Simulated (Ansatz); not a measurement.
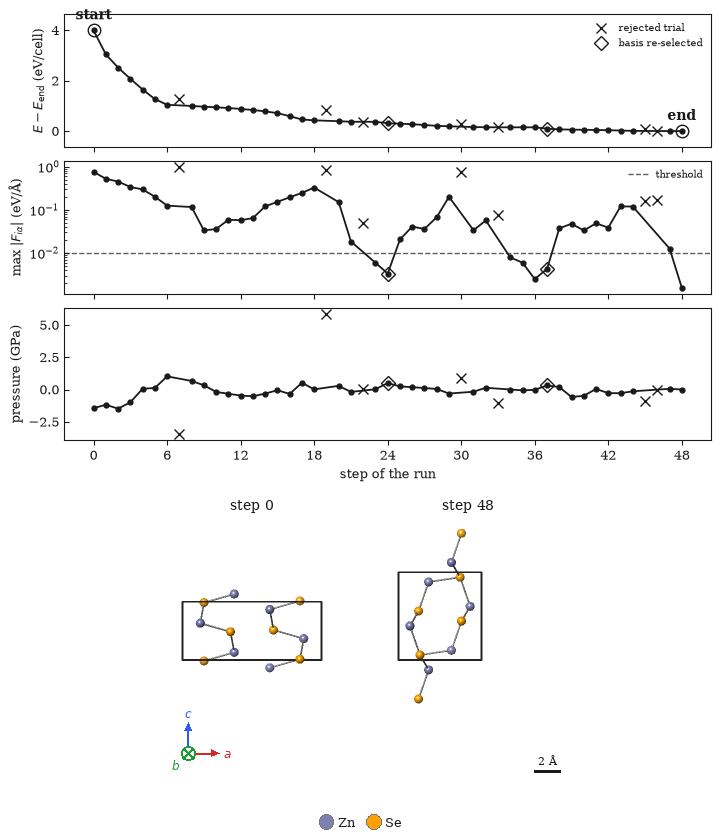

First and last geometry of a relaxation of crystalline ZnSe (built on the GeS-62 type type), with the history of the run. The picture is a ball-and-stick view of the cell of the calculation, seen along the b axis.

Theory: Ansatz 0.2.0, DFT, PBEsol, plane waves, PAW.

The input:
```yaml
crystal:
  lattice:
    - [10.90395045, 0.0, 0.0]
    - [0.0, 3.64431586, 0.0]
    - [0.0, 0.0, 4.5748139]
  atoms:
    - { symbol: Zn, position: [0.87224634, 0.25, 0.36689105] }
    - { symbol: Zn, position: [0.12775366, 0.75, 0.63310895] }
    - { symbol: Zn, position: [0.62775366, 0.75, 0.86689105] }
    - { symbol: Zn, position: [0.37224634, 0.25, 0.13310895] }
    - { symbol: Se, position: [0.65483072, 0.25, 0.51478817] }
    - { symbol: Se, position: [0.34516928, 0.75, 0.48521183] }
    - { symbol: Se, position: [0.84516928, 0.75, 0.01478817] }
    - { symbol: Se, position: [0.15483072, 0.25, 0.98521183] }
kpoints:
  mp_grid: { grid: [2, 6, 6] }
hamiltonian:
  xc: pbesol
scf:
  occupations: { method: fermi_dirac, width: 0.03 }
relax:
  f_tol: 0.01
  cell: {}
  max_steps: 120
output:
  write_density: true
  write_potential: true
  elf: true
  volumetric_format: npy
```

Command:
```bash
ansatz run input.yaml --threads 2 --pin off --max-ram 18432MiB --backend cpu --events-out ev --progress --plain --runs-dir out
```

Read the history and describe the run.

Answer. The run was cut off at its time limit before the program reported convergence, but its last step already meets the force threshold: the largest component is 0.0016 eV/Å against 0.01 eV/Å. The pressure is within 0.01 GPa of its target. The largest moves relative to the cell, 3.00 Å, are those of Se5, Se6, Se7 and Se8. Se7 goes roughly along [−1 0 3]. By element the largest moves are Se 3.00 Å, Zn 1.69 Å. The volume changes by +1.6 %, with a 10.904 → 6.514 Å (−40.3 %), b 3.644 → 4.112 Å (+12.8 %), c 4.575 → 6.896 Å (+50.7 %). Some distances before and after: Zn1–Se8 4.183 → 2.498 Å, Zn1–Se5 2.465 → 2.415 Å, Zn1–Se7 2.450 → 2.459 Å. New bonds form: Zn1–Se8 (4.18 → 2.50 Å), Zn2–Se7 (4.18 → 2.50 Å), Zn3–Se6 (4.18 → 2.50 Å), Zn4–Se5 (4.18 → 2.50 Å). Bond angles that change, for instance: Se8–Zn2–Se8 96.1° → 113.5°, Zn4–Se6–Zn4 96.1° → 113.5°, Se6–Zn2–Se8 93.7° → 111.0°. The space group stays Pnma (No. 62). The energy falls by 3.996 eV per cell of the calculation in 39 accepted moves (48 points after the start). Largest force component: 0.76 eV/Å at the start, 0.0016 eV/Å at the end. The pressure goes from −1.45 to 0.00 GPa. The line search rejected the trial steps at points 7, 19, 22, 30, 33, 45, 46 of the run. At 2 points the geometry stayed and the basis and grid were re-selected for the new cell (energy shift of 55.4 meV per cell of the calculation at most each time).
